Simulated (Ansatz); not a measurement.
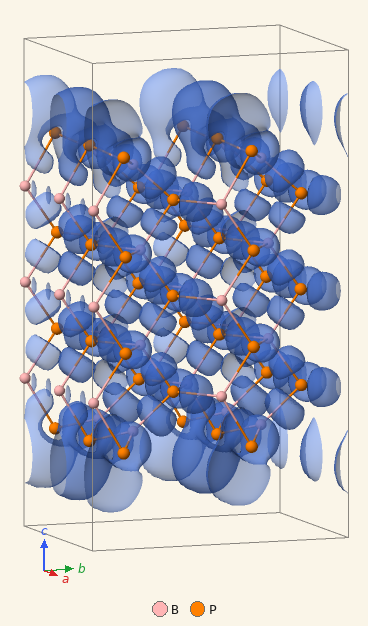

The picture shows: BP (slab). Isosurface of the electron localisation function at 0.75 (blue), seen slightly off an axis. Core shells and regions of very low density are left out. Sticks mark near contacts.

Theory: DFT PBEsol, scalar-relativistic, plane waves, PAW in Ansatz 0.2.0.

Core electrons are frozen (PAW), and the valence fields are smoothed inside the atomic spheres.

Q: Where are the electrons localised?

A: At this value the surface marks out 20 regions between bonded B–P atoms (shared pairs) and two regions on P in which the atom's valence shell and bonds are merged, counted in one cell of 14 atoms. Counts are for one cell; the picture repeats the cell along the surface. Along the contacts the grid gives the following. B–P (1.89 Å): the ELF peaks at about 0.95 between the atoms (a covalent bond). B–P (1.94 Å): the ELF peaks at about 0.95 between the atoms: a shared electron pair.
